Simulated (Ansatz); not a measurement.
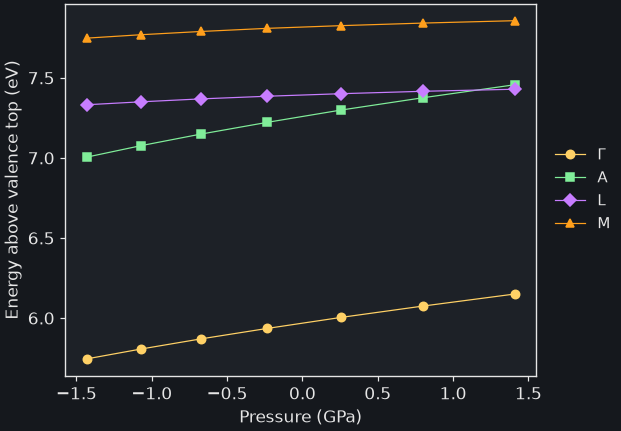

Lowest conduction level at each named k point, counted from the valence-band top at Γ.

System: wurtzite LiCl, space group P6_3mc, 4 atoms in the cell. The cell is scaled at fixed shape and fractional positions. At 21.20 Å³/atom, a = 3.925 Å, c = 6.357 Å (hexagonal axes). Computed with Ansatz 0.2.0: PBE, Ansatz PAW, no spin polarisation, no spin-orbit coupling, 8×8×4 k mesh, 420 eV cutoff.

> How does each level move from −1.4 GPa to 1.4 GPa?

Γ rises by 0.41 eV, A rises by 0.46 eV, L rises by 0.10 eV and M rises by 0.11 eV.

> What are the pressure coefficients?

Straight lines through the points have slopes of +142 at Γ, +159 at A, +34 at L and +38 at M (meV per GPa).

> Which of these conduction levels is lowest, and does that change?

The lowest is the one at Γ, over the whole range, so among these points the gap stays direct.

The values:
| pressure | Γ (eV) | A (eV) | L (eV) | M (eV) | volume (Å³/atom) |
| --- | --- | --- | --- | --- | --- |
| −1.4 GPa | 5.74 | 7.00 | 7.33 | 7.75 | 22.47 |
| −1.1 GPa | 5.81 | 7.08 | 7.35 | 7.77 | 22.05 |
| −0.7 GPa | 5.87 | 7.15 | 7.37 | 7.79 | 21.63 |
| −0.2 GPa | 5.93 | 7.22 | 7.38 | 7.81 | 21.20 |
| 0.3 GPa | 6.00 | 7.30 | 7.40 | 7.83 | 20.78 |
| 0.8 GPa | 6.07 | 7.38 | 7.42 | 7.84 | 20.35 |
| 1.4 GPa | 6.15 | 7.46 | 7.43 | 7.86 | 19.93 |

LDA, GGA and most meta-GGA functionals understate gaps. The usual form of LiCl is rocksalt.
